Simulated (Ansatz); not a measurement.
# Run report: Cd12HF24 (charge +1), single-point calculation (part 2 of 3)

Cd12HF24 (defect cell, 37 atoms in the cell, total charge +1); DFT PBE, scalar-relativistic, plane waves, PAW, spin-polarised (Ansatz 0.2.0); cutoff 420 eV, 2×2×2 k-mesh, Gaussian smearing of 0.05 eV, collinear spins. The structure derives from an entry of the Crystallography Open Database.

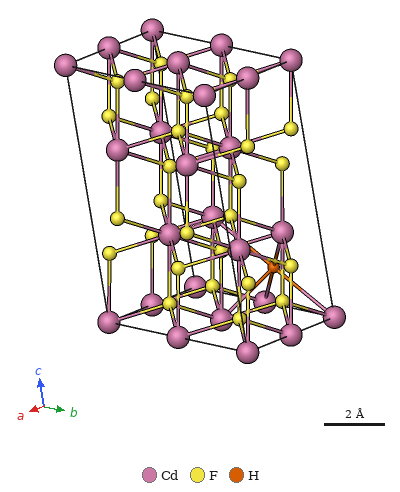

**Figure 1.** The structure as given in the input (ball-and-stick view of the reduced cell, seen slightly off an axis).

### Output, continued
```
  k-point 1 ↑: bands = ["-92.0171", "-92.0165", "-92.0148", "-92.0131", "-92.0096", "-92.0090", "-91.9900", "-91.9888", "-91.6431", "-91.6427", "-91.4982", "-91.4967", "-53.1423", "-53.1413", "-53.1398", "-53.1379", "-53.1345", "-53.1339", "-53.1198", "-53.1191", "-53.1182", "-53.1175", "-53.1174", "-53.1161", "-53.1159", "-53.1143", "-53.1121", "-53.1115", "-53.1107", "-53.1102", "-53.1037", "-53.1031", "-53.1024", "-53.1017", "-53.0832", "-53.0823", "-52.7720", "-52.7717", "-52.7425", "-52.7415",
      "-52.7411", "-52.7409", "-52.6132", "-52.6113", "-52.6070", "-52.6068", "-52.6056", "-52.6050", "-14.5943", "-14.3645", "-14.3323", "-14.3308", "-14.1765", "-14.1748", "-14.1679", "-14.0925", "-13.9215", "-13.7765", "-13.7064", "-13.6591", "-13.6533", "-13.6361", "-13.6348", "-13.5754", "-13.4643", "-13.4588", "-13.4529", "-13.3698", "-13.3556", "-13.3499", "-13.3239", "-13.0687", "0.5946", "0.8352", "0.8354", "0.9803", "0.9809", "1.0434", "1.0686", "1.1317",
      "1.1364", "1.1465", "1.1709", "1.1863", "1.2068", "1.2155", "1.3034", "1.3974", "1.3984", "1.4199", "1.4432", "1.4512", "1.4683", "1.4968", "1.5530", "1.7045", "1.8186", "1.8304", "1.8656", "1.8659", "1.8920", "1.8978", "1.9132", "1.9161", "1.9495", "1.9542", "2.0078", "2.0082", "2.0494", "2.0505", "2.0571", "2.0665", "2.0931", "2.1115", "2.1289", "2.1343", "2.1367", "2.1416", "2.1518", "2.1772",
      "2.2509", "2.2971", "2.3654", "2.3812", "2.4034", "2.4184", "2.4606", "2.5085", "2.5225", "2.5602", "2.5763", "2.6101", "3.0049", "3.0465", "3.1142", "3.1586", "3.1678", "3.2239", "3.4639", "3.4665", "3.4695", "3.5336", "3.5419", "3.6343", "3.6943", "3.7159", "3.7223", "3.7718", "3.9228", "3.9927", "4.0675", "4.1673", "4.1942", "4.1983", "4.2349", "4.2929", "4.4066", "4.4401", "4.5135", "4.5153",
      "4.5636", "4.5657", "4.5756", "4.6670", "4.7131", "4.7865", "4.9985", "5.0519", "5.1007", "5.1192", "5.1416", "5.2286", "5.4439", "5.4460", "5.5691", "5.6202", "5.6244", "5.7226", "5.7557", "5.8344", "5.9033", "5.9041", "5.9214", "5.9225", "6.0289", "6.0406", "6.0536", "6.0675", "6.0782", "6.1200", "6.1285", "6.1628", "6.1936", "6.2067", "6.2372", "6.2452", "6.2527", "6.3357", "6.3399", "6.4367",
      "6.4400", "6.5637", "6.5660", "6.5782", "7.0367", "10.6931", "10.9704", "13.4308", "13.4436", "13.6138", "13.7549", "13.8455", "13.8750", "14.0398", "14.3135", "14.5797", "14.5917", "15.7256", "15.8716", "15.9514", "16.0717", "16.1160", "16.3475", "16.3804", "16.4838", "16.5613", "17.3447", "17.8697", "18.3662", "18.5604", "18.5999", "18.7903", "19.0539", "19.2578", "19.6720", "19.7215", "19.8251", "19.8564", "19.9643", "20.0805",
      "20.2932", "20.4767", "20.5046", "20.5074", "20.6647", "20.7024", "20.7399"]
  k-point 2 ↑: bands = ["-92.0171", "-92.0165", "-92.0148", "-92.0131", "-92.0096", "-92.0090", "-91.9900", "-91.9888", "-91.6431", "-91.6427", "-91.4982", "-91.4967", "-53.1421", "-53.1414", "-53.1397", "-53.1379", "-53.1345", "-53.1339", "-53.1198", "-53.1191", "-53.1182", "-53.1176", "-53.1173", "-53.1160", "-53.1159", "-53.1143", "-53.1121", "-53.1114", "-53.1107", "-53.1102", "-53.1038", "-53.1031", "-53.1024", "-53.1018", "-53.0832", "-53.0823", "-52.7720", "-52.7717", "-52.7420", "-52.7416",
      "-52.7415", "-52.7409", "-52.6132", "-52.6113", "-52.6070", "-52.6065", "-52.6057", "-52.6052", "-14.5263", "-14.4217", "-14.3380", "-14.3233", "-14.2488", "-14.1763", "-14.1583", "-14.0356", "-13.8570", "-13.8470", "-13.7351", "-13.6735", "-13.6584", "-13.6510", "-13.6162", "-13.5590", "-13.4822", "-13.4748", "-13.4178", "-13.4114", "-13.3388", "-13.3354", "-13.1839", "-13.1730", "0.7088", "0.9952", "1.0043", "1.0251", "1.0343", "1.1853", "1.2272", "1.2551",
      "1.2620", "1.2686", "1.2696", "1.2829", "1.2946", "1.3154", "1.3911", "1.3925", "1.4032", "1.4384", "1.4861", "1.4981", "1.5892", "1.5899", "1.6040", "1.6289", "1.6482", "1.6514", "1.7158", "1.7236", "1.7632", "1.7720", "1.8604", "1.8666", "1.8720", "1.8769", "1.8867", "1.9117", "1.9391", "1.9411", "1.9718", "1.9729", "1.9906", "2.0305", "2.0444", "2.0499", "2.1013", "2.1017", "2.1250", "2.1363",
      "2.1504", "2.1508", "2.2170", "2.2238", "2.3238", "2.3277", "2.3818", "2.3829", "2.3937", "2.3943", "2.4073", "2.4086", "2.9154", "2.9637", "3.0397", "3.0644", "3.0981", "3.1237", "3.3695", "3.4413", "3.4483", "3.7760", "3.8566", "3.8601", "4.0829", "4.0893", "4.1535", "4.1563", "4.1869", "4.2170", "4.2180", "4.2522", "4.3375", "4.4008", "4.4102", "4.4723", "4.4883", "4.5209", "4.5545", "4.5942",
      "4.6263", "4.6382", "4.6502", "4.6935", "4.7625", "4.8521", "4.9784", "5.0968", "5.0981", "5.1162", "5.1284", "5.1848", "5.2638", "5.3017", "5.3193", "5.3987", "5.4109", "5.4918", "5.6357", "5.7347", "5.8207", "5.8620", "5.9199", "5.9562", "5.9796", "5.9918", "5.9920", "6.0030", "6.0491", "6.0626", "6.1283", "6.1400", "6.1644", "6.1809", "6.2193", "6.2697", "6.2818", "6.2877", "6.3477", "6.3484",
      "6.4417", "6.4528", "6.5332", "6.5454", "7.1701", "11.4471", "11.8003", "12.4205", "12.6251", "13.1605", "13.4460", "13.8003", "13.8955", "13.9075", "13.9613", "14.5310", "14.5520", "16.4783", "16.6012", "16.7574", "16.7764", "16.8200", "16.8432", "16.9288", "17.1095", "17.2816", "17.3271", "17.4079", "18.0247", "18.1713", "18.2769", "18.8004", "18.8159", "18.9695", "19.2163", "19.2202", "19.3323", "19.4092", "19.6398", "19.8312",
      "19.9631", "20.0338", "20.0984", "20.1320", "20.2704", "20.3229", "20.3591"]
  k-point 7 ↓: bands = ["-92.0171", "-92.0165", "-92.0148", "-92.0131", "-92.0096", "-92.0090", "-91.9900", "-91.9888", "-91.6431", "-91.6427", "-91.4982", "-91.4967", "-53.1423", "-53.1412", "-53.1397", "-53.1379", "-53.1345", "-53.1339", "-53.1198", "-53.1191", "-53.1182", "-53.1175", "-53.1174", "-53.1161", "-53.1158", "-53.1143", "-53.1121", "-53.1115", "-53.1107", "-53.1102", "-53.1038", "-53.1031", "-53.1024", "-53.1018", "-53.0832", "-53.0823", "-52.7720", "-52.7717", "-52.7425", "-52.7415",
      "-52.7411", "-52.7408", "-52.6132", "-52.6113", "-52.6070", "-52.6068", "-52.6056", "-52.6050", "-14.5298", "-14.4231", "-14.3367", "-14.3160", "-14.2478", "-14.1758", "-14.1624", "-14.0359", "-13.8489", "-13.8430", "-13.7376", "-13.7323", "-13.6590", "-13.6081", "-13.6040", "-13.5410", "-13.4827", "-13.4704", "-13.4609", "-13.3995", "-13.3426", "-13.3304", "-13.1964", "-13.1585", "0.7120", "0.9885", "1.0065", "1.0099", "1.0495", "1.1947", "1.2073", "1.2160",
      "1.2742", "1.2756", "1.2885", "1.3001", "1.3009", "1.3439", "1.3633", "1.4008", "1.4070", "1.4273", "1.4798", "1.4977", "1.5176", "1.5531", "1.5936", "1.6492", "1.6743", "1.6777", "1.7093", "1.7178", "1.8152", "1.8331", "1.8523", "1.8736", "1.8771", "1.8808", "1.8818", "1.9235", "1.9360", "1.9395", "1.9666", "1.9673", "2.0223", "2.0530", "2.0596", "2.0804", "2.0846", "2.0897", "2.1090", "2.1184",
      "2.1185", "2.1698", "2.1818", "2.1946", "2.2684", "2.3195", "2.3372", "2.3385", "2.3788", "2.4257", "2.4467", "2.4584", "2.9100", "2.9600", "3.0897", "3.1424", "3.1514", "3.2037", "3.3003", "3.4251", "3.5142", "3.5580", "3.7120", "3.8386", "4.0741", "4.0971", "4.1049", "4.1149", "4.1963", "4.2141", "4.2413", "4.2697", "4.2944", "4.3156", "4.3503", "4.4174", "4.4948", "4.5703", "4.6365", "4.6429",
      "4.6545", "4.6820", "4.7743", "4.8225", "4.8663", "4.8739", "4.9696", "4.9950", "5.0779", "5.0863", "5.1179", "5.1193", "5.3361", "5.3402", "5.3705", "5.4681", "5.5925", "5.6139", "5.6315", "5.6787", "5.7888", "5.8437", "5.8640", "5.8983", "5.9158", "5.9373", "5.9922", "6.0186", "6.0282", "6.0421", "6.0457", "6.1009", "6.1308", "6.1476", "6.1880", "6.2594", "6.2925", "6.3088", "6.3498", "6.3773",
      "6.4191", "6.4794", "6.5607", "6.5667", "7.1803", "11.2887", "11.6348", "13.0051", "13.1942", "13.2462", "13.3691", "13.4404", "13.6433", "13.6956", "13.6976", "14.6091", "14.6313", "16.5349", "16.5387", "16.5641", "16.6460", "16.6979", "16.8172", "16.9066", "17.3952", "17.4200", "17.7956", "17.8635", "17.9084", "18.1071", "18.2430", "18.2647", "18.5911", "19.1628", "19.4559", "19.4713", "19.5022", "19.5957", "19.6538", "19.7237",
      "19.8496", "19.9197", "19.9426", "19.9506", "20.1463", "20.3286", "20.3304"]
--- Löwdin populations: 37 sites ---
  site symbol       q [e]    m [muB]
     0     Cd     18.4465    -0.0000
     1     Cd     18.4264     0.0000
     2     Cd     18.4340     0.0000
     3     Cd     18.4465    -0.0000
     4     Cd     18.4466    -0.0000
     5     Cd     18.4397     0.0000
     6     Cd     18.4465    -0.0000
     7     Cd     18.4465    -0.0000
     8     Cd     18.4397     0.0000
     9     Cd     18.4265     0.0000
    10     Cd     18.4465    -0.0000
    11     Cd     18.4339     0.0000
    12      F      7.6938     0.0000
    13      F      7.6942     0.0000
    14      F      7.6960     0.0000
    15      F      7.6583    -0.0000
    16      F      7.6955    -0.0000
    17      F      7.6966     0.0000
    18      F      7.6577    -0.0000
    19      F      7.6954    -0.0000
    20      F      7.6967     0.0000
    21      F      7.6581    -0.0000
    22      F      7.6513     0.0000
    23      F      7.6974    -0.0000
    24      F      7.6938     0.0000
    25      F      7.6960     0.0000
    26      F      7.6942     0.0000
    27      F      7.6575    -0.0000
    28      F      7.6966     0.0000
    29      F      7.6955    -0.0000
    30      F      7.6577    -0.0000
    31      F      7.6965     0.0000
    32      F      7.6955    -0.0000
    33      F      7.6575    -0.0000
    34      F      7.6974    -0.0000
    35      F      7.6515     0.0000
    36      H      0.7728    -0.0000
  spilling = 0.003841 (of n_electrons = 408.000000)
--- Bader charges: 37 sites ---
  site symbol  charge [e]  shift [e]    m [muB]
     0     Cd      1.4788     0.0026     0.0000
     1     Cd      1.5032     0.0027     0.0000
     2     Cd      1.4972     0.0027     0.0000
     3     Cd      1.4789     0.0026     0.0000
     4     Cd      1.4788     0.0026     0.0000
     5     Cd      1.4926     0.0027     0.0000
     6     Cd      1.4788     0.0026     0.0000
     7     Cd      1.4788     0.0026     0.0000
     8     Cd      1.4926     0.0027     0.0000
     9     Cd      1.5032     0.0027     0.0000
    10     Cd      1.4788     0.0026     0.0000
    11     Cd      1.4973     0.0027     0.0000
    12      F     -0.7238     0.0014     0.0000
    13      F     -0.7241     0.0014     0.0000
    14      F     -0.7255     0.0014     0.0000
    15      F     -0.7029     0.0013     0.0000
    16      F     -0.7254     0.0014     0.0000
    17      F     -0.7264     0.0014     0.0000
    18      F     -0.7025     0.0013     0.0000
    19      F     -0.7253     0.0014     0.0000
    20      F     -0.7264     0.0014     0.0000
    21      F     -0.7027     0.0013     0.0000
    22      F     -0.6965     0.0013     0.0000
    23      F     -0.7276     0.0014     0.0000
    24      F     -0.7239     0.0013     0.0000
    25      F     -0.7255     0.0014     0.0000
    26      F     -0.7241     0.0014     0.0000
    27      F     -0.7023     0.0013     0.0000
    28      F     -0.7264     0.0014     0.0000
    29      F     -0.7254     0.0014     0.0000
    30      F     -0.7025     0.0013     0.0000
    31      F     -0.7263     0.0014     0.0000
    32      F     -0.7254     0.0014     0.0000
    33      F     -0.7024     0.0013     0.0000
    34      F     -0.7276     0.0014     0.0000
    35      F     -0.6967     0.0013     0.0000
    36      H      0.3583     0.0000     0.0000
  estimated error of the sums over rays = 1.8e-4 e
```

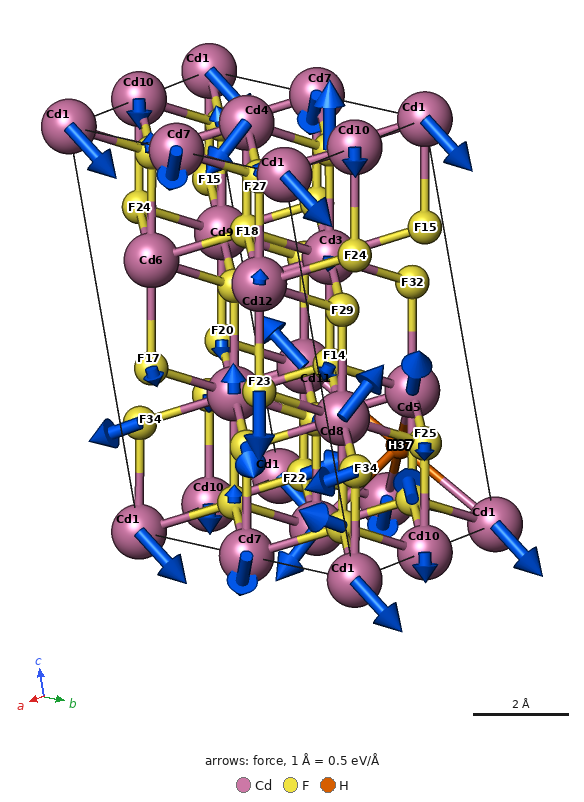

**Figure 2.** Forces on the atoms as blue arrows (ball-and-stick view of the reduced cell, seen slightly off an axis; atoms are numbered from 1 in the order of the input); the smallest are left out. The largest act on Cd1 (0.77 eV/Å); F23 (0.77 eV/Å); Cd7, Cd8, Cd11 (0.77 eV/Å); Cd5 (0.76 eV/Å), among others. The geometry is not a stationary point of this energy.

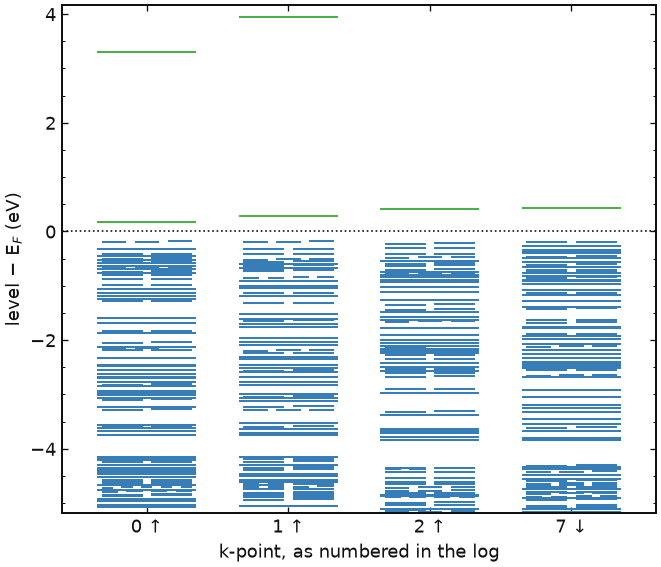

**Figure 3.** Kohn–Sham levels near the Fermi level (dotted) at the few k-points that the log prints; levels within 0.02 eV of each other stand side by side. Among these points the highest filled and lowest empty levels are 0.35 eV apart, which is the gap on the mesh.

This output came from the following input.

### The input
```yaml
crystal:
  lattice:
    - [0.0, 5.388, 5.388]
    - [5.388, 0.0, 5.388]
    - [8.082, 8.082, 0.0]
  atoms:
    - { symbol: Cd, position: [0.0008100755, -6.30329e-05, -0.0002282604] }
    - { symbol: Cd, position: [6.359e-05, -0.0009543942, 0.3344707529] }
    - { symbol: Cd, position: [0.0011323607, 8.26828e-05, 0.6659000261] }
    - { symbol: Cd, position: [0.0007926221, 0.4992920069, -0.0001757306] }
    - { symbol: Cd, position: [0.0008283325, 0.4993760294, 0.3336139833] }
    - { symbol: Cd, position: [0.0007401271, 0.4993566019, 0.6667327523] }
    - { symbol: Cd, position: [0.5003785862, -0.0003272274, -0.0001476394] }
    - { symbol: Cd, position: [0.5005388956, -0.0002918228, 0.3336471115] }
    - { symbol: Cd, position: [0.5002663214, -0.000119716, 0.6668178398] }
    - { symbol: Cd, position: [0.5010660362, 0.5002574254, -0.0009892861] }
    - { symbol: Cd, position: [0.5001776115, 0.499147807, 0.333794975] }
    - { symbol: Cd, position: [0.5001061646, 0.4990923115, 0.6675824985] }
    - { symbol: F, position: [0.1260933613, 0.1248463666, 0.0826392883] }
    - { symbol: F, position: [0.1259454396, 0.1250008027, 0.4169364767] }
    - { symbol: F, position: [0.1253088652, 0.1248620928, 0.7501557035] }
    - { symbol: F, position: [0.1298231936, 0.623222907, 0.0825931926], spin: 0.2 }
    - { symbol: F, position: [0.1254965195, 0.6234456303, 0.4172469528] }
    - { symbol: F, position: [0.1258488679, 0.6244162252, 0.7497813933] }
    - { symbol: F, position: [0.6241489522, 0.1287438061, 0.0822379209], spin: 0.2 }
    - { symbol: F, position: [0.6247348441, 0.1247420995, 0.4172882217] }
    - { symbol: F, position: [0.6254307559, 0.1246030046, 0.7500773804] }
    - { symbol: F, position: [0.6239354282, 0.6234053261, 0.0824744058], spin: 0.2 }
    - { symbol: F, position: [0.6242100062, 0.623158709, 0.4195430617], spin: 0.2 }
    - { symbol: F, position: [0.6257356206, 0.6247917235, 0.7498940018] }
    - { symbol: F, position: [0.3755339869, 0.3737982487, 0.2510066524] }
    - { symbol: F, position: [0.3754802784, 0.374282333, 0.5834484528] }
    - { symbol: F, position: [0.3750686746, 0.3743915559, 0.9164271713] }
    - { symbol: F, position: [0.3715218701, 0.8757151248, 0.2511525522], spin: 0.2 }
    - { symbol: F, position: [0.3756537682, 0.8748887937, 0.5834726747] }
    - { symbol: F, position: [0.3751593226, 0.8760238965, 0.9160895925] }
    - { symbol: F, position: [0.876857953, 0.3707495623, 0.2508766218], spin: 0.2 }
    - { symbol: F, position: [0.8756088541, 0.374428654, 0.5835342403] }
    - { symbol: F, position: [0.8766576305, 0.3744672182, 0.9163332208] }
    - { symbol: F, position: [0.8767147603, 0.8761610161, 0.2509178018], spin: 0.2 }
    - { symbol: F, position: [0.8755675905, 0.874487909, 0.5835429937] }
    - { symbol: F, position: [0.8771795119, 0.8754164586, 0.9141143985], spin: 0.2 }
    - { symbol: H, position: [0.7502259873, 0.7497805405, 0.1669512138], spin: 0.68 }
magnetization:
  spin_polarized: true
total_charge: 1
basis:
  ecutwfc: 420
  fft_grid_basis: typed
kpoints:
  mp_grid: { grid: [2, 2, 2] }
hamiltonian:
  xc: pbe
scf:
  occupations: { method: gaussian, width: 0.05 }
output:
  forces: true
  stress: false
  eigenvalues: true
  bader: true
  write_density: true
  volumetric_format: npy
  populations: true
```

Launch command:
```bash
ansatz run input.yaml --threads 4 --pin off --max-ram 10240MiB --backend cpu --events-out ev --progress --plain --runs-dir out
```
